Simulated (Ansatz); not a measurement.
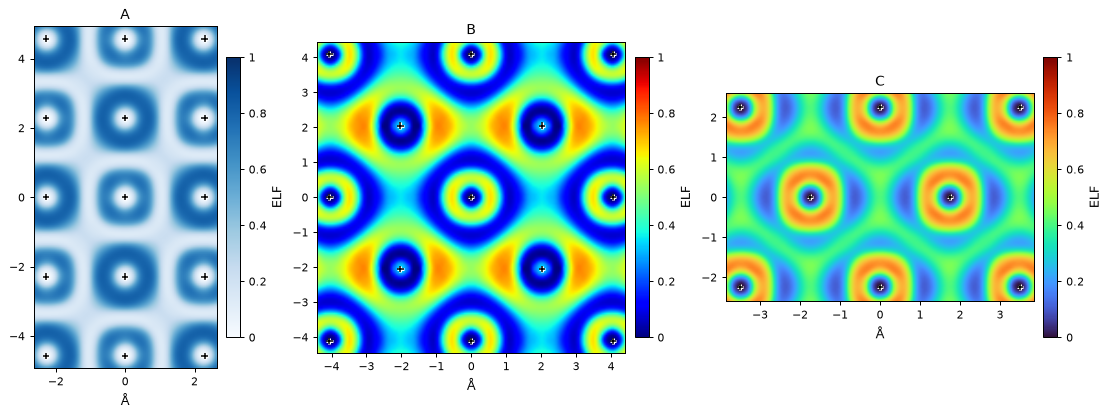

The ELF of 3 systems, each on a plane through atoms (crosses mark nuclei in the plane).

Method: DFT PBE, scalar-relativistic, plane waves, PAW (Ansatz).

System 1: TaN, the (001) plane of the conventional cell. Space group Fm-3m; changed on purpose from its base cell (strain +0.050 along x and y, +0.050 along z, atoms carried along); computed pressure about −28 GPa in this cell.

System 2: TiAl, the (11̄0) plane of the conventional cell. Space group Pmmm; changed on purpose from its base cell (strain +0.0450 x Voigt [0, 1, 0, 0, 0, 0], atoms carried along); computed pressure about −5 GPa in this cell; computed without spin polarisation.

```yaml
crystal:
  lattice:
    - [2.83730, 0.00000, 0.00000]
    - [0.00000, 2.96498, 0.00000]
    - [0.00000, 0.00000, 4.05910]
  atoms:
    - { symbol: Ti, position: [0.00000, 0.00000, 0.00000] }
    - { symbol: Al, position: [0.50000, 0.50000, 0.50000] }
```

System 3: W, the (110) plane of the conventional cell. Space group I4/mmm; changed on purpose from its base cell (strain +0.1000 x Voigt [0, 1, 0, 0, 0, 0], atoms carried along); computed pressure about −23 GPa in this cell.

```
W
1.0
     0.00000    0.00000    3.18356
     3.18356    0.00000    0.00000
     0.00000    3.50191    0.00000
W
2
Direct
  0.00000 0.00000 0.00000
  0.50000 0.50000 0.50000
```

> Match each panel to its system.

Panel A is system 1, TaN: the plane holds Ta and N. Ta–N (2.29 Å): the ELF peaks at about 0.80 in the valence shell of N, 0.7 Å from its nucleus, and is about 0.15 at the midpoint (no localised pair shows between them). Panel B is system 2, TiAl: the plane holds Ti and Al. Ti–Al (2.89 Å): the ELF is about 0.40 at the midpoint. Panel C is system 3, W: the plane holds W. W–W (2.85 Å): the ELF is about 0.40 at the midpoint.
